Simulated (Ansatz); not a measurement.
ZrC: several calculations on one system

Part 1: Relaxation

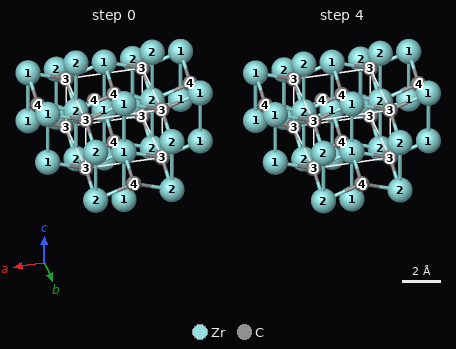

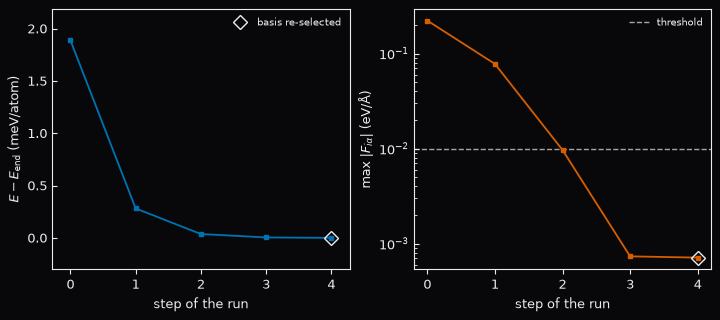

First and last geometry of a relaxation of a crystal of ZrC (built on the PbO type), with the history of the run. Style: ball-and-stick. Shown: the cell of the calculation, from a free direction.

Case: volume × 0.960.

Theory: Ansatz, DFT PBE, scalar-relativistic, plane waves, PAW. Settings: plane-wave cutoff 420 eV; k-point mesh 8 × 8 × 12; occupations gaussian; smearing width 0.05 eV; no spin polarisation; cell relaxed at fixed volume; force threshold 0.01 eV/Å; at most 40 steps.

> What do the curves and the structures tell?

It converged. After 3 accepted moves (4 points after the start) the energy has fallen by 1.9 meV per atom. The largest force component goes from 0.22 to 0.00071 eV/Å. Pressure: 5.58 GPa at the start and 3.40 GPa at the end. The SCF was repeated once at an unchanged geometry on a basis and grid sized afresh for the cell, which shifted the energy by less than 0.05 meV per atom at most. The largest moves relative to the cell, 0.023 Å, are those of Zr1 and Zr2. Zr2 goes along −c. C stays in place. The drawn cell changes at constant volume: a = b 4.202 → 4.218 Å (+0.4 %), c 3.046 → 3.023 Å (−0.8 %). Near-neighbour distances that change, for instance: Zr1–Zr2 3.300 → 3.326 Å, Zr1–Zr1 3.046 → 3.023 Å, Zr1–Zr2 (another image) 3.380 → 3.362 Å, Zr1–C3 2.220 → 2.234 Å. The space group stays P4/nmm (No. 129).

Part 2: Relaxation

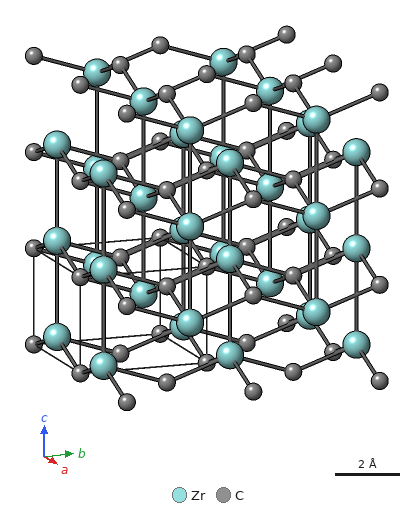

Solid ZrC (built on the PbO type), before the relaxation. The picture is a ball-and-stick view of the cell of the calculation, repeated 2 × 2 × 3 with one cell outlined, seen slightly off an axis.

Case: volume × 0.980.

The calculation used DFT PBE, scalar-relativistic, plane waves, PAW (Ansatz 0.2.0).

The input:
```yaml
crystal:
  lattice:
    - [4.2140947546, 0.0, 0.0]
    - [0.0, 4.2140947546, 0.0]
    - [0.0, 0.0, 3.0914698119]
  atoms:
    - { symbol: Zr, position: [0.5, 0.0, 0.2282707802] }
    - { symbol: Zr, position: [0.0, 0.5, 0.7717292198] }
    - { symbol: C, position: [0.0, 0.0, 0.0] }
    - { symbol: C, position: [0.5, 0.5, 0.0] }
basis:
  ecutwfc: 420
  ecutrho_ratio: 4
kpoints:
  mp_grid: { grid: [8, 8, 12] }
hamiltonian:
  xc: pbe
scf:
  occupations: { method: gaussian, width: 0.05 }
output:
  forces: true
  stress: true
  eigenvalues: true
relax:
  f_tol: 0.01
  max_steps: 40
  cell: { stress_tol: 0.1, fix: [volume] }
```

Launched with:
```bash
ansatz run input.yaml --threads 2 --pin off --max-ram 2662MiB --backend cpu --events-out ev --progress --plain --runs-dir out
```

### What does the optimiser find from here?

The largest moves relative to the cell, 0.023 Å, are those of Zr1 and Zr2. Zr1 goes along +c. C stays in place. The drawn cell changes at constant volume: a = b 4.214 → 4.231 Å (+0.4 %), c 3.091 → 3.067 Å (−0.8 %). Some distances before and after: Zr1–Zr2 3.297 → 3.322 Å, Zr1–Zr1 3.091 → 3.067 Å, Zr1–Zr2 (another image) 3.421 → 3.403 Å, Zr1–C3 2.222 → 2.235 Å. The space group stays P4/nmm (No. 129). The energy falls by 7.5 meV per cell of the calculation in 3 accepted moves (4 points after the start). Largest force component: 0.22 eV/Å at the start, 0.00052 eV/Å at the end. The pressure goes from 3.74 to 1.58 GPa. The SCF was repeated once at an unchanged geometry on a basis and grid sized afresh for the cell, which shifted the energy by 0.1 meV per cell of the calculation at most. The run took 19 s on 2 threads of Arm Neoverse V2, on a shared host, peak memory 0.41 GiB.

The structure at the end:

```
CELL_PARAMETERS angstrom
4.23078 0.00000 0.00000
0.00000 4.23078 0.00000
0.00000 0.00000 3.06713
ATOMIC_POSITIONS crystal
Zr 0.50000 0.00000 0.23563
Zr 0.00000 0.50000 0.76437
C 0.00000 0.00000 0.00000
C 0.50000 0.50000 0.00000
```

Part 3: A change

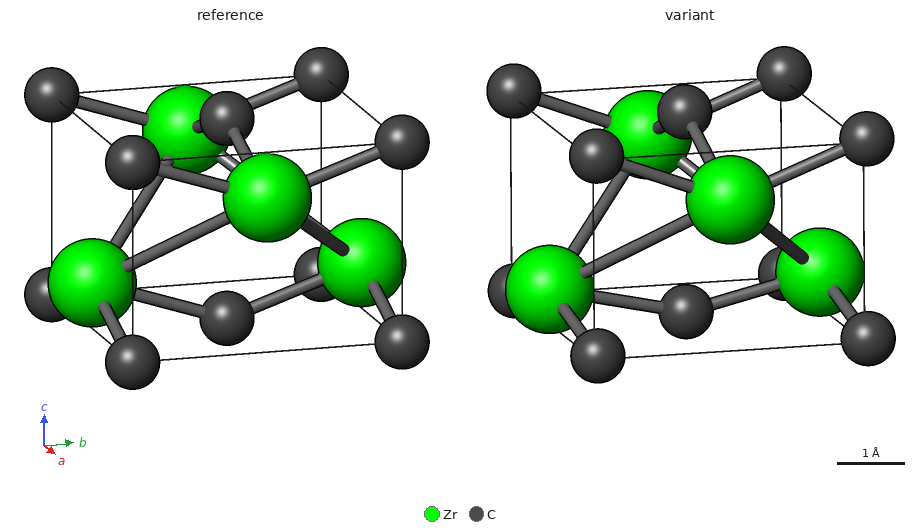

Left: crystalline ZrC (built on the PbO type). Right: the same structure after one change, at the same scale. A ball-and-stick model of the cell of the calculation, seen slightly off an axis.

Method: DFT PBE, scalar-relativistic, plane waves, PAW (Ansatz). Settings: plane-wave cutoff 420 eV; k-point mesh 8 × 8 × 12; occupations gaussian; smearing width 0.05 eV; no spin polarisation.

**What was changed?**

The cell is strained by +1.3 % along [1 −1 3], +0.8 % along [1 1 0], −1.4 % along [2 −2 −3] (volume +0.6 %) and atoms are displaced by up to 0.14 Å (root mean square over those that move 0.11 Å) relative to the cell. No relaxation follows.

**How do the computed properties respond?**

The energy rises by 84.8 meV per atom. The pressure goes from 0.0 to 2.7 GPa. The principal stresses (compression positive) are 5.0 GPa along [1 −1 0], 4.0 GPa along [1 1 2], −0.9 GPa roughly along [1 1 −2]. The largest force is 2.1 eV/Å, on a Zr atom. The forces mostly point back along the displacements (cosine −0.96). Among the bonded contacts that change: C–Zr 2.237 → 2.097 to 2.344 Å, Zr–Zr 3.444 → 3.442 to 3.572 Å, Zr–Zr 3.319 → 3.226 to 3.378 Å, Zr–Zr 3.112 → 3.122 Å. The space group (tolerance 0.01 Å) goes from P4/nmm (No. 129) to P1 (No. 1).

Part 4: Distortion

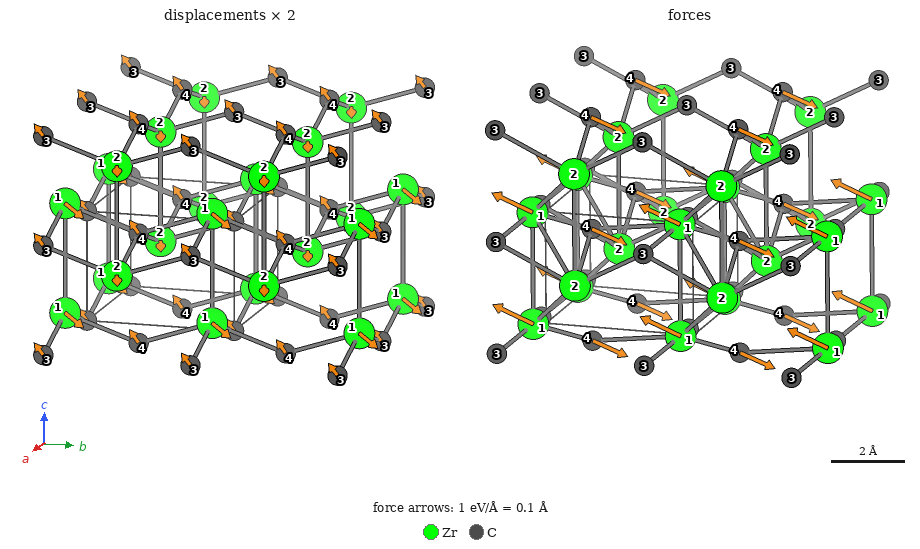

Left: crystalline ZrC (built on the PbO type), with orange arrows for the displacements applied to it (without the part that the change of the cell carries along). Right: the displaced structure with the computed forces. Besides, the cell is strained by +3.1 % roughly along [1 1 −3], +0.6 % along [3 −3 1], −1.4 % roughly along [1 1 1] (volume +2.3 %). A ball-and-stick model of the cell of the calculation, repeated 2 × 2 × 2 with one cell outlined, seen slightly off an axis.

Theory: Ansatz 0.2.0, DFT PBE, scalar-relativistic, plane waves, PAW. Set-up: plane-wave cutoff 420 eV; k-point mesh 8 × 8 × 12; occupations gaussian; smearing width 0.05 eV; no spin polarisation.

How do the forces relate to the distortion?

Answer. Atoms are displaced by up to 0.37 Å (root mean square over those that move 0.27 Å) relative to the cell: C4 0.24 Å roughly along [−1 −2 3], Zr1 0.37 Å along [1 3 −2]. No relaxation follows. It costs 771 meV per atom. The pressure goes from 0.0 to 14.6 GPa. The principal stresses (compression positive) are 40.7 GPa along [0 2 −1], 3.9 GPa roughly along [3 −1 −2], −0.8 GPa roughly along [2 1 3]. The largest force is 13 eV/Å, on Zr1, roughly along [0 −2 1]. The forces mostly point back along the displacements (cosine −0.82). Among the bonded contacts that change: C–Zr 2.237 → 1.719 to 2.604 Å, Zr–Zr 3.444 → 3.067 Å, Zr–Zr 3.319 → 3.053 Å, Zr–Zr 3.112 → 3.164 Å. The space group (tolerance 0.01 Å) goes from P4/nmm (No. 129) to P1 (No. 1).
